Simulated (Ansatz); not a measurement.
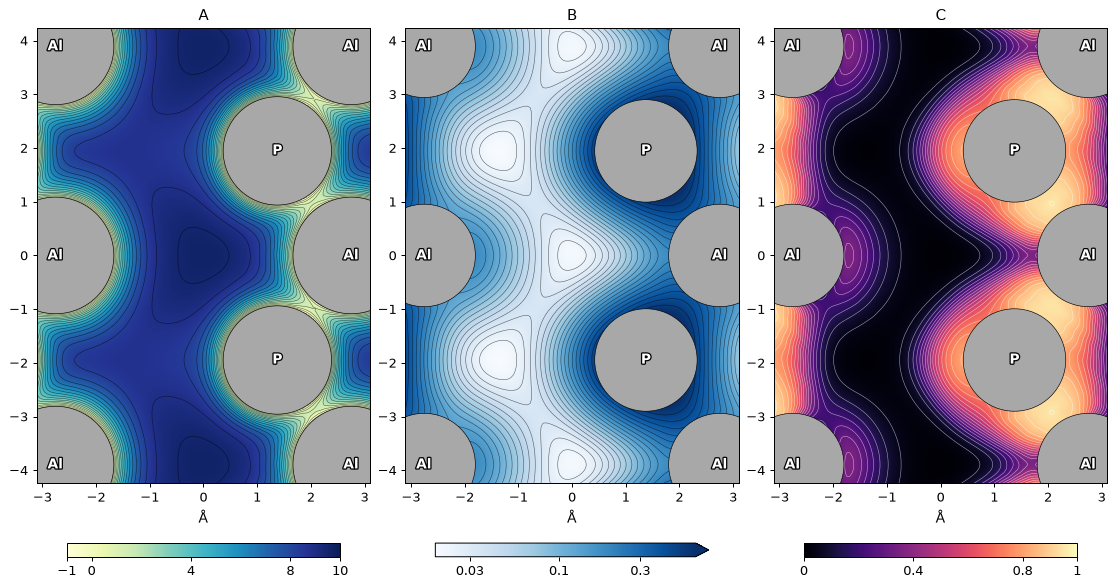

AlP: 3 fields on the (011) plane of the conventional cell, with unlabelled colour scales. Grey discs cover the atomic cores.

Space group F-43m.

All numbers below come from DFT PBE, scalar-relativistic, plane waves, PAW in Ansatz.

```xyz
8
Lattice="5.5068 0.0000 0.0000 0.0000 0.0000 -5.5068 0.0000 5.5068 0.0000" Properties=species:S:1:pos:R:3 pbc="T T T"
Al    2.7534    0.0000   -2.7534
Al    0.0000    2.7534   -2.7534
Al    0.0000    0.0000    0.0000
Al    2.7534    2.7534    0.0000
P     4.1301    1.3767   -4.1301
P     1.3767    4.1301   -4.1301
P     1.3767    1.3767   -1.3767
P     4.1301    4.1301   -1.3767
```

**Which field does each panel show? The fields are: electron localisation function, electrostatic potential energy of an electron and valence pseudo-density.**

Panel A: electrostatic potential energy of an electron (low next to the atoms, rising into the space between them). Panel B: valence pseudo-density. Panel C: electron localisation function. From the grid: Al–P (2.38 Å): ρ is about 0.51 e/Å³ halfway; the ELF peaks at about 0.95 between the atoms (localised, covalent bonding).
